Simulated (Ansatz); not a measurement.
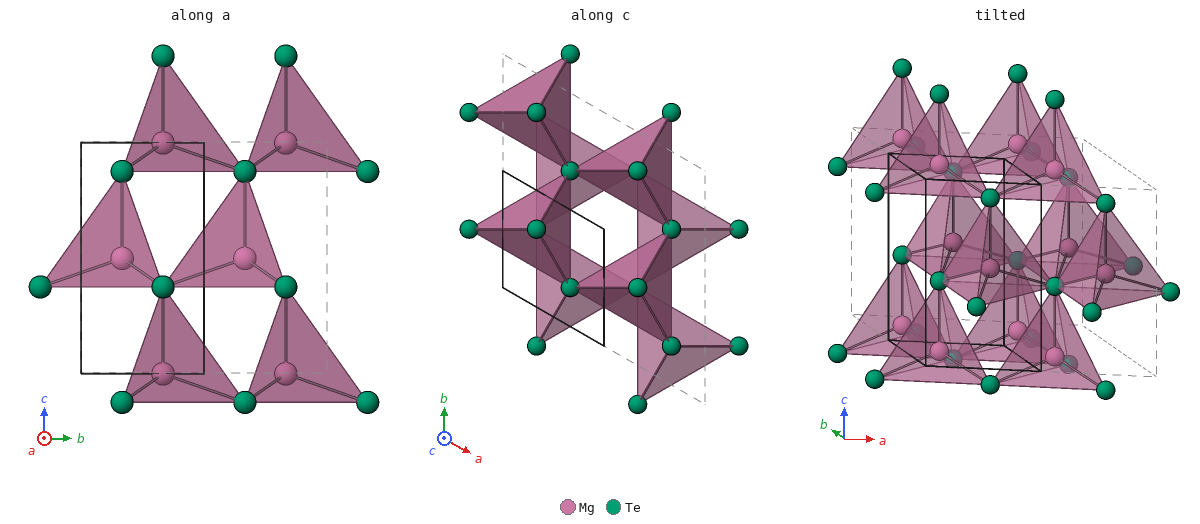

A polyhedral picture of a crystal structure, seen along the a axis, along the c axis and slightly off an axis. The picture spans 2×2×1 cells, one conventional unit cell being drawn with solid lines. Some atoms of the next cells are drawn as well.

Explain the picture.

- The compound is MgTe.
- The symmetry is that of P6_3mc (No. 186), on a primitive hexagonal lattice.
- Prototype: wurtzite.
- The cell comprises 2 formula units: 2 Mg, 2 Te.
- The polyhedra are MgTe4 tetrahedra; they share corners.
- The neighbours of Mg are four Te in a tetrahedral arrangement. Each Te is bonded to four Mg in a tetrahedral arrangement.
- The bonds build a three-dimensional framework.

It goes back to a structure listed in the Materials Project. Earlier steps of the study may have refined or changed the cell and positions. Ansatz was used for an electronic-structure calculation on it.
